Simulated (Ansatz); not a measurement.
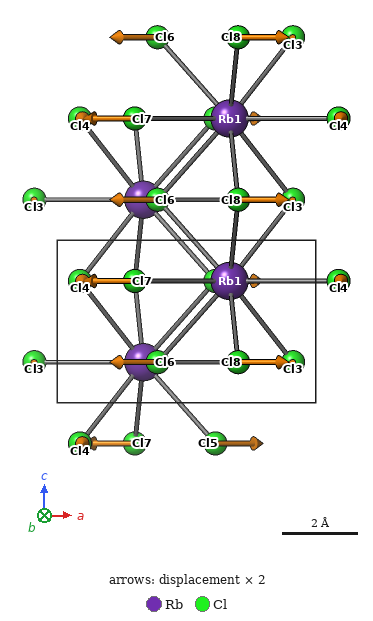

This is a relaxation of a crystal of RbCl$_{3}$ (a generated structure, set up in P6_3/m) (coarse preliminary run). The starting structure is drawn; orange arrows show the displacements (the part carried along by the change of the cell is left out), 2 times their true length.

Style: ball-and-stick. Shown: the cell of the calculation, repeated 1 × 1 × 2 with one cell outlined, along the b axis.

The calculation used Ansatz, DFT PBE, scalar-relativistic, plane waves, PAW.

Input file:
```yaml
crystal:
  lattice:
    - [7.99280503, 0.0, 0.0]
    - [-3.99640252, 6.9219722, 0.0]
    - [0.0, 0.0, 4.34840653]
  atoms:
    - { symbol: Rb, position: [0.66666667, 0.33333333, 0.75] }
    - { symbol: Rb, position: [0.33333333, 0.66666667, 0.25] }
    - { symbol: Cl, position: [0.9120633, 0.61169028, 0.25] }
    - { symbol: Cl, position: [0.0879367, 0.38830972, 0.75] }
    - { symbol: Cl, position: [0.61169028, 0.69962698, 0.75] }
    - { symbol: Cl, position: [0.38830972, 0.30037302, 0.25] }
    - { symbol: Cl, position: [0.30037302, 0.9120633, 0.75] }
    - { symbol: Cl, position: [0.69962698, 0.0879367, 0.25] }
basis:
  ecutwfc: 420
kpoints:
  mp_grid: { grid: [3, 3, 4] }
hamiltonian:
  xc: pbe
scf:
  occupations: { method: gaussian, width: 0.1 }
  lower_state_search: "off"
output:
  forces: true
  stress: true
  eigenvalues: true
relax:
  adjacent_minimum: "off"
  f_tol: 0.04
  max_steps: 70
  cell: { stress_tol: 0.4 }
```

Command:
```bash
ansatz run input.yaml --threads 1 --pin off --max-ram 2560MiB --backend cpu --events-out ev --progress --plain --runs-dir out
```

**Describe the change and its energy.**

The energy falls by 1.740 eV per cell of the calculation in 8 accepted moves (10 points after the start). The largest force component goes from 0.48 to 0.0068 eV/Å. The pressure goes from 3.33 to −0.06 GPa. The line search rejected the trial step at point 8 of the run. The SCF was repeated once at an unchanged geometry on a basis and grid sized afresh for the cell, which shifted the energy by less than 0.05 meV per cell of the calculation at most. The largest moves relative to the cell, 0.78 Å, are those of Cl3, Cl4, Cl5, Cl6, Cl7 and Cl8. Cl8 goes along +a. Rb stays in place. The volume changes by −0.5 %, with a = b 7.993 → 7.905 Å (−1.1 %), c 4.348 → 4.423 Å (+1.7 %). Among the contacts that change: Rb1–Cl3 3.027 → 3.405 Å, Rb1–Cl4 3.170 → 3.547 Å. Bond angles that change, for instance: Rb1–Cl3–Rb2 110.8° → 93.7°, Rb1–Cl3–Rb1 91.8° → 81.0°. The space group stays P6_3/m (No. 176).
